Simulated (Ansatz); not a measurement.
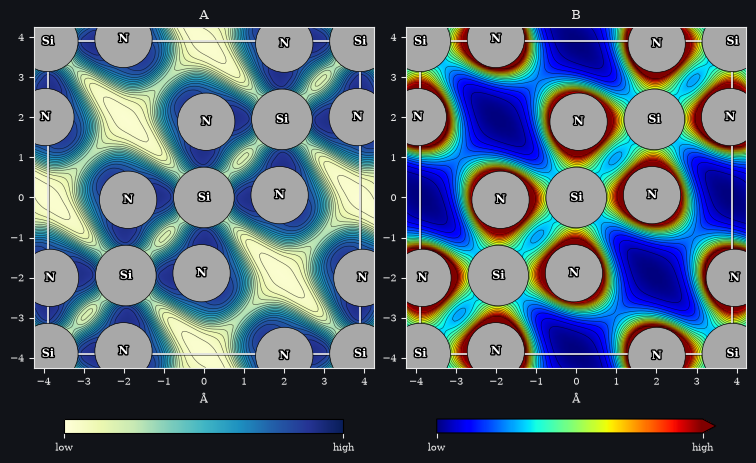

Si$_{3}$N$_{4}$: 2 fields on the (100) plane of the conventional cell, with unlabelled colour scales. Grey discs cover the atomic cores.

Space group Fd-3m; a structure from a database of computed crystals, not necessarily the ambient phase.

These are results of DFT PBE, scalar-relativistic, plane waves, PAW in Ansatz 0.2.0, not measurements.

Input file:

```
crystal:
  lattice:
    - [0.0, 3.894618642, 3.894618642]
    - [3.894618642, 0.0, 3.894618642]
    - [3.894618642, 3.894618642, 0.0]
  atoms:
    - { symbol: Si, position: [0.125, 0.125, 0.625] }
    - { symbol: Si, position: [0.125, 0.625, 0.125] }
    - { symbol: Si, position: [0.625, 0.125, 0.125] }
    - { symbol: Si, position: [0.125, 0.125, 0.125] }
    - { symbol: Si, position: [0.75, 0.75, 0.75] }
    - { symbol: Si, position: [0.5, 0.5, 0.5] }
    - { symbol: "N", position: [0.3675422946, 0.3675422946, 0.3675422946] }
    - { symbol: "N", position: [0.3526268838, 0.8824577054, 0.8824577054] }
    - { symbol: "N", position: [0.8824577054, 0.8824577054, 0.3526268838] }
    - { symbol: "N", position: [0.8824577054, 0.3526268838, 0.8824577054] }
    - { symbol: "N", position: [0.3675422946, 0.3675422946, 0.8973731162] }
    - { symbol: "N", position: [0.3675422946, 0.8973731162, 0.3675422946] }
    - { symbol: "N", position: [0.8824577054, 0.8824577054, 0.8824577054] }
    - { symbol: "N", position: [0.8973731162, 0.3675422946, 0.3675422946] }
basis:
  ecutwfc: 420
kpoints:
  mp_grid: { grid: [6, 6, 6] }
  band_path:
    path:
      - [[0.0, 0.0, 0.0], [0.5, 0.0, 0.5], [0.625, 0.25, 0.625]]
      - [[0.375, 0.375, 0.75], [0.0, 0.0, 0.0], [0.5, 0.5, 0.5], [0.5, 0.25, 0.75], [0.5, 0.0, 0.5]]
    npoints: 10
hamiltonian:
  xc: pbe
scf:
  occupations: { method: gaussian, width: 0.02 }
  n_extra_bands: 35
output:
  forces: true
  stress: true
  eigenvalues: true
  populations: true
  dos: { projected: true, de: 0.02, nscf_kmesh: { grid: [9, 9, 9] } }
  bader: false
  write_density: true
  write_potential: true
  elf: true
  volumetric_format: npy
```

Run with:

```sh
ansatz run input.yaml --threads 4 --pin off --max-ram 10240MiB --backend cpu --events-out ev --progress --plain --runs-dir out
```

Below, planes, directions and counts refer to the conventional cell (a = 7.79 Å, b = 7.79 Å, c = 7.79 Å, α = 90.00°, β = 90.00°, γ = 90.00°).

> The panels show electron localisation function and valence pseudo-density in some order. Assign them.

Panel A: electron localisation function. Panel B: valence pseudo-density. From the grid: Si–N (1.89 Å): the density is about 0.83 e/Å³ at the midpoint; the ELF peaks at about 0.90 between the atoms.
